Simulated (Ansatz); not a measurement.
## Electronic structure of KNbO3 in real space

Input file:

```
crystal:
  lattice:
    - [3.996, 0.0, 0.0]
    - [0.0, 3.996, 0.0]
    - [0.0, 0.0, 4.063]
  atoms:
    - { symbol: K, position: [0.0, 0.0, 0.018] }
    - { symbol: Nb, position: [0.5, 0.5, 0.5] }
    - { symbol: O, position: [0.5, 0.5, 0.044] }
    - { symbol: O, position: [0.5, 0.0, 0.54] }
    - { symbol: O, position: [0.0, 0.5, 0.54] }
basis:
  ecutwfc: 420
kpoints:
  mp_grid: { grid: [8, 8, 8] }
hamiltonian:
  xc: pbe
scf:
  occupations: { method: gaussian, width: 0.02 }
output:
  forces: true
  stress: true
  eigenvalues: true
  write_density: true
  write_potential: true
  elf: true
  volumetric_format: npy
relax:
  adjacent_minimum: "off"
  f_tol: 0.005
  max_steps: 80
  cell: { stress_tol: 0.05 }
```

Run with:

```sh
ansatz run input.yaml --threads 2 --pin off --max-ram 5120MiB --backend cpu --events-out ev --progress --plain --runs-dir out
```

Below, planes, directions and counts refer to the conventional cell (a = 3.99 Å, b = 3.99 Å, c = 4.22 Å, α = 90.00°, β = 90.00°, γ = 90.00°).

The fields are those of the run's last geometry, not of the input's.

Space group P4mm.

Level of theory: DFT PBE, scalar-relativistic, plane waves, PAW in Ansatz.

In a PAW calculation such maps are meaningful between the atoms, not at the nuclei.

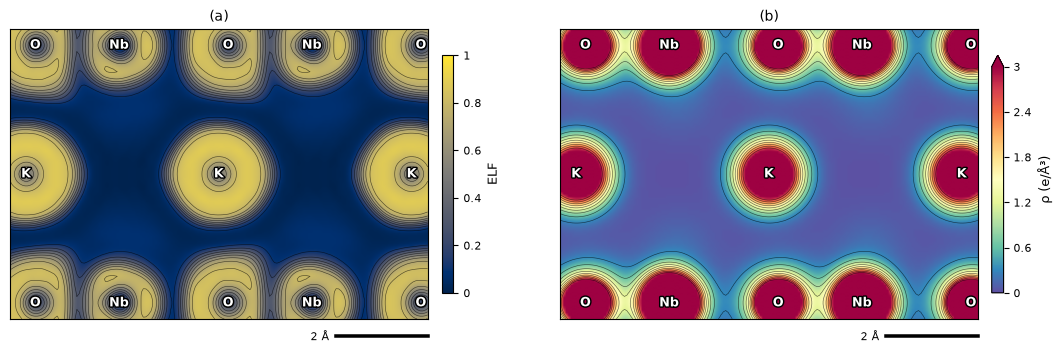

Figure 1. (a) electron localisation function; (b) valence electron density on the (11̄0) plane of the conventional cell.

Q: Interpret the plot.

A:
- The section cuts through K, Nb and O sites.
- Nb–O (1.83 Å): the density is about 1.3 e/Å³ at the midpoint; the ELF peaks at about 0.80 in the valence shell of O, 0.5 Å from its nucleus, and drops to about 0.30 between the two atoms.
- K–O (2.83 Å): the density is about 0.1 e/Å³ at the midpoint; the ELF is about 0.05 at the midpoint: a closed-shell, largely ionic contact.
- Between the atoms the lowest density in this plane is 0.02 e/Å³.
- The features right at K and Nb lie inside the PAW spheres, where the map follows smoothed inner orbitals and isn't to be read closely.

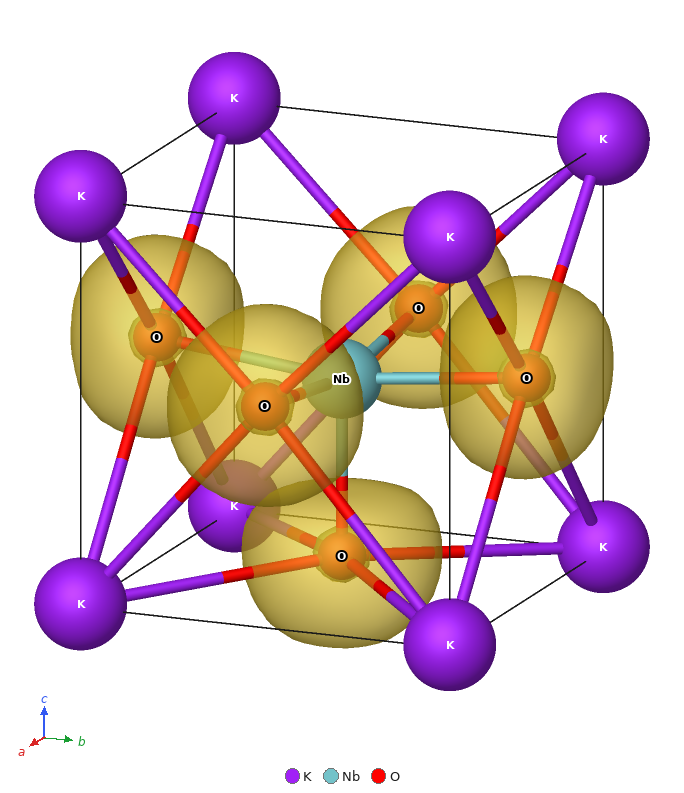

Figure 2. Isosurface of the electron localisation function at 0.6 (yellow), seen slightly off an axis. Core shells and regions of very low density are left out. Sticks mark near contacts.

Q: Describe the localisation domains.

A: The ELF exceeds this value in three regions wrapped around O (the valence shell of each), counted in one cell of 5 atoms. Any copies at cell faces, edges or corners count once. Along the contacts the grid gives the following. K–O (2.80 Å): the ELF is about 0.05 at the midpoint (an ionic contact with no shared pair).

Q: Does the calculation give a band gap?

A: It is gapped, with a Kohn–Sham gap of 1.6 eV on the k-point mesh, an upper bound to the gap of this method.
